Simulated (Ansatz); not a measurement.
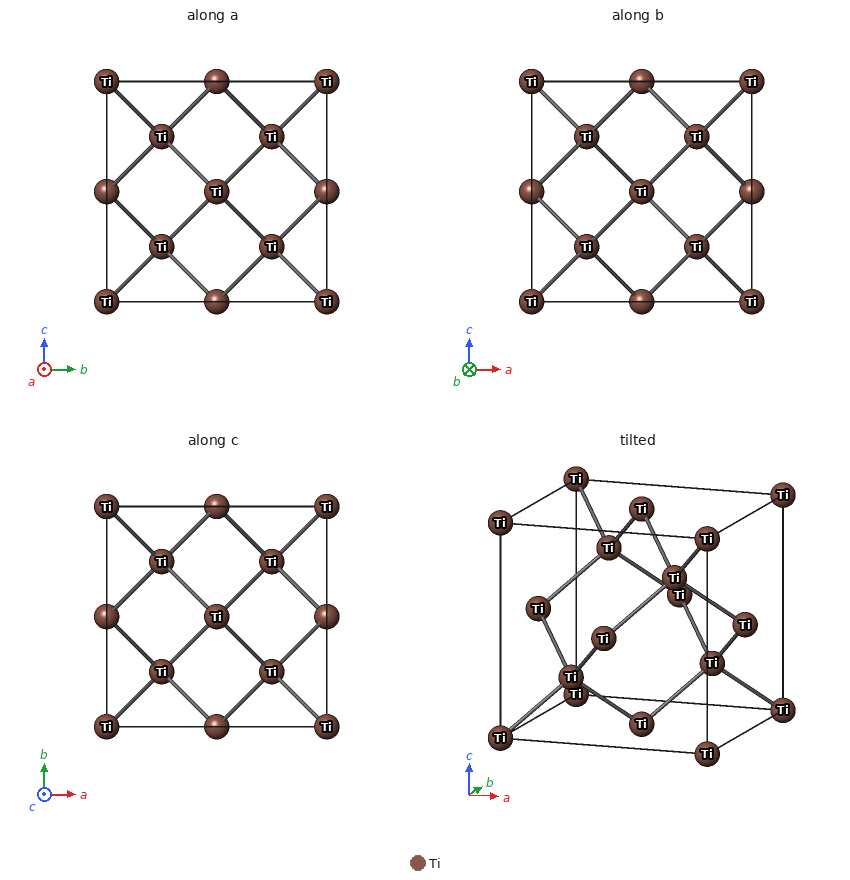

Ball-and-stick model, viewed along the a axis, along the b axis, along the c axis and slightly off an axis. The parallelepiped is the conventional unit cell.

Lattice parameters: a = 6.118 Å, b = 6.118 Å, c = 6.118 Å, α = 90.00°, β = 90.00°, γ = 90.00°. Put a along x and b in the xy plane.

**Write down what is shown as a POSCAR file.**

```
Ti
1.0
     6.118    0.000    0.000
     0.000    6.118    0.000
     0.000    0.000    6.118
Ti
8
Direct
  0.7500 0.7500 0.2500
  0.0000 0.5000 0.5000
  0.7500 0.2500 0.7500
  0.0000 0.0000 0.0000
  0.2500 0.7500 0.7500
  0.5000 0.5000 0.0000
  0.2500 0.2500 0.2500
  0.5000 0.0000 0.5000
```

The initial geometry was a structure type filled with this element by a generator (whether the element takes this form wasn't checked). Earlier steps of the study may have refined or changed the cell and positions. It went into a calculation with Ansatz.
